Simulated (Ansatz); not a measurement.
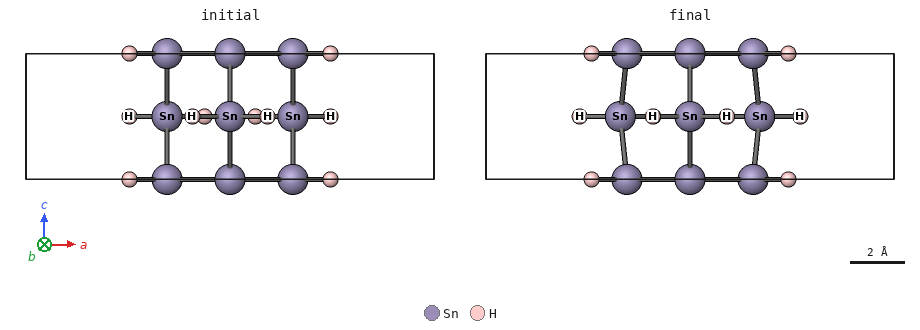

The structure of a wire of composition Sn3H4 before (left) and after (right) a relaxation, at one scale.

The picture is a ball-and-stick view of the cell of the calculation, with the vacuum cut short, seen along the b axis.

Case: wire along [1 1 0], 6 atoms a period, capped with H.

Computed with DFT PBE, scalar-relativistic, plane waves, PAW in Ansatz 0.2.0. (plane-wave cutoff 420 eV; k-point mesh 1 × 1 × 12; occupations gaussian; smearing width 0.05 eV; no spin polarisation; cell relaxed at fixed a, b, alpha, beta, gamma; force threshold 0.02 eV/Å; at most 45 steps)

> Summarise the run.

Over 6 accepted moves (8 points after the start) the energy falls by 0.144 eV per cell of the calculation. Largest force component: 0.65 eV/Å at the start, 0.017 eV/Å at the end. The line search rejected the trial step at point 1 of the run. At 1 point the geometry stayed and the basis and grid were re-selected for the new cell (energy shift of less than 0.05 meV per cell of the calculation at most each time). The largest moves relative to the centre of the atoms, 0.44 Å, are those of H atoms. By element the largest moves are H 0.44 Å, Sn 0.27 Å. The lattice vectors keep their values. Among the contacts that change: Sn–Sn 2.882 → 2.829 Å, H–Sn 1.720 → 1.738 Å. Among the angles between lasting bonds that change: Sn–Sn–H 109.5° → 105.6°, Sn–Sn–Sn 109.5° → 112.5°, H–Sn–H 109.5° → 106.5°.
